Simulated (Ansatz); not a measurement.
```xyz
12
Lattice="2.4987 0.0000 0.0000 -1.2494 2.1640 0.0000 0.0000 0.0000 24.5162" Properties=species:S:1:pos:R:3 pbc="T T T"
Fe    1.2494    0.7213    8.1720
Fe    0.0000    1.4427   16.3442
Fe    0.0000    0.0000    0.0000
Ni    1.2494    0.7213   14.3086
Ni    0.0000    1.4427   22.4809
Ni    0.0000    0.0000    6.1367
Ni    1.2494    0.7213   20.4301
Ni    0.0000    0.0000   12.2581
Ni    0.0000    1.4427    4.0861
Ni    0.0000    0.0000   18.3796
Ni    1.2494    0.7213    2.0353
Ni    0.0000    1.4427   10.2076
```

Space group R-3m; spin-polarised. Net moment 4.5 μB in the 4-atom cell of the calculation; other magnetic orders weren't tried. The cell comes from a database of computed structures, not from a measurement.

Computed with DFT PBE, scalar-relativistic, plane waves, PAW (Ansatz).

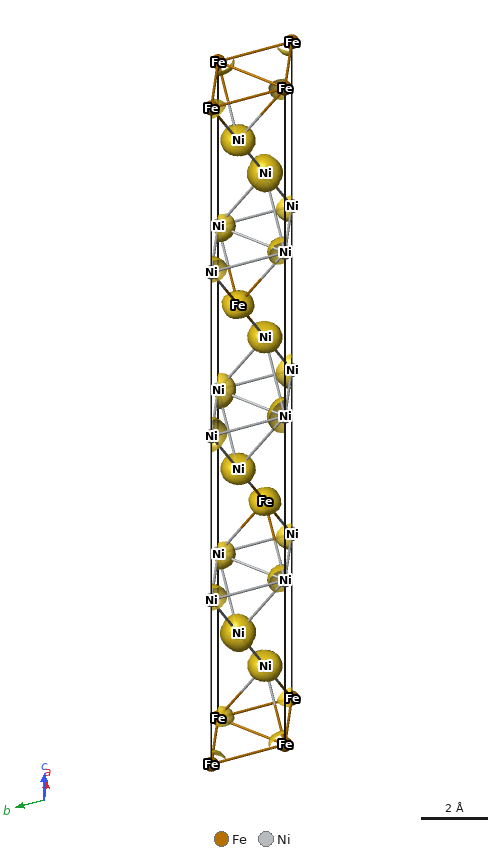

FeNi3. Density of the Kohn–Sham states from −0.25 to +0.25 eV about the Fermi level (the states at the Fermi level), scaled to one electron a cell: yellow surface at 0.1 1/Å³, in the conventional cell seen at an oblique angle.

In a PAW calculation such maps are meaningful between the atoms, not at the nuclei.

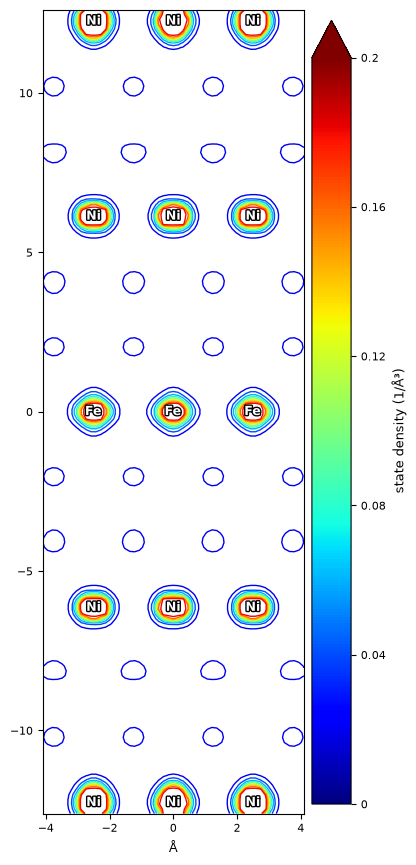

Second picture: a map on the (100) plane of the conventional cell.

**What is the character of these states?**

Löwdin projections on the PAW files' atomic orbitals give Ni 3d (75 %) and Fe 3d (20 %).
- In space (atomic cells sized by Bader volumes) the density divides as Ni about 80 % and Fe about 20 %.
- It nearly vanishes midway along the shortest Fe–Ni contact.
- Its net spin polarisation is −68 % (up less down).
- Little of the density lies between the atoms' surroundings.
